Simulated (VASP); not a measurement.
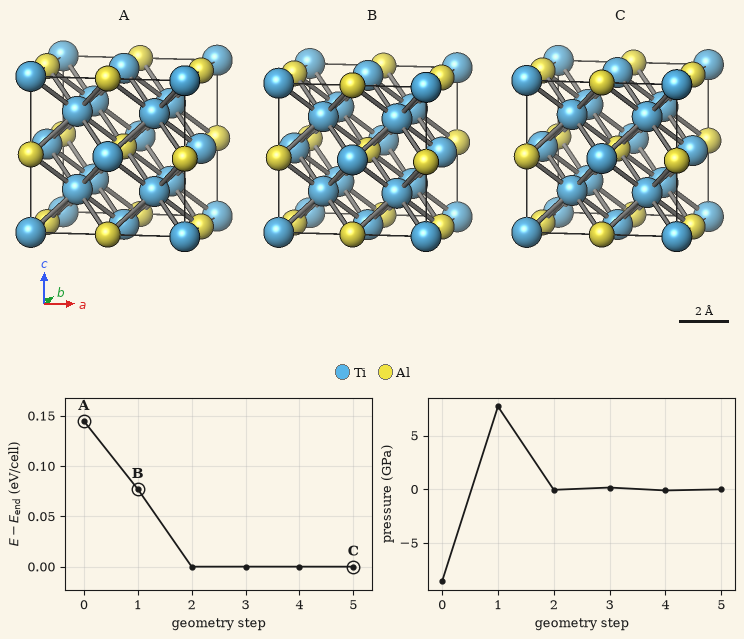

Frames of a relaxation of crystalline Ti3Al (set up in Fm-3m), marked on the history of the run. Style: ball-and-stick. Shown: the conventional cell (4 times the calculation's cell), slightly off an axis. Lengths and directions refer to the drawn axes.

The run lets cell and atoms move.

Computed with VASP, Kohn-Sham DFT of a periodic cell, LDA, VASP PAW LDA potentials, recommended.

Input file:
```
PREC = Accurate
ENCUT = 600
EDIFF = 1E-7
ISMEAR = 0
SIGMA = 0.1
LREAL = False
LASPH = True
NELM = 100
ALGO = Fast
ISIF = 3
LWAVE = False
LCHARG = False
IBRION = 2
NSW = 90
EDIFFG = -0.005
```

Command:
```bash
cat potpaw_LDA.64/Ti_sv/POTCAR potpaw_LDA.64/Al/POTCAR > POTCAR
mpirun -np 1 vasp_std > vasp.out
```

Describe the path.

Answer. Over 5 geometry steps the energy falls by 0.145 eV per cell of the calculation. All forces vanish by symmetry, so only the cell relaxes. The pressure goes from −8.57 to −0.01 GPa. The atoms keep their places relative to the cell (all moves are under 0.005 Å). Cell: a = b = c 6.464 → 6.297 Å (−2.6 %). Volume −7.5 %. Some distances before and after: Ti–Ti 3.232 → 3.148 Å, Ti–Ti 2.799 → 2.727 Å, Al–Ti 2.799 → 2.727 Å. The space group stays Fm-3m (No. 225). From step 0 to 1: volume −12.5 %, energy −67.6 meV per cell of the calculation. From step 1 to 5: volume +5.7 %, energy −77.1 meV per cell of the calculation.
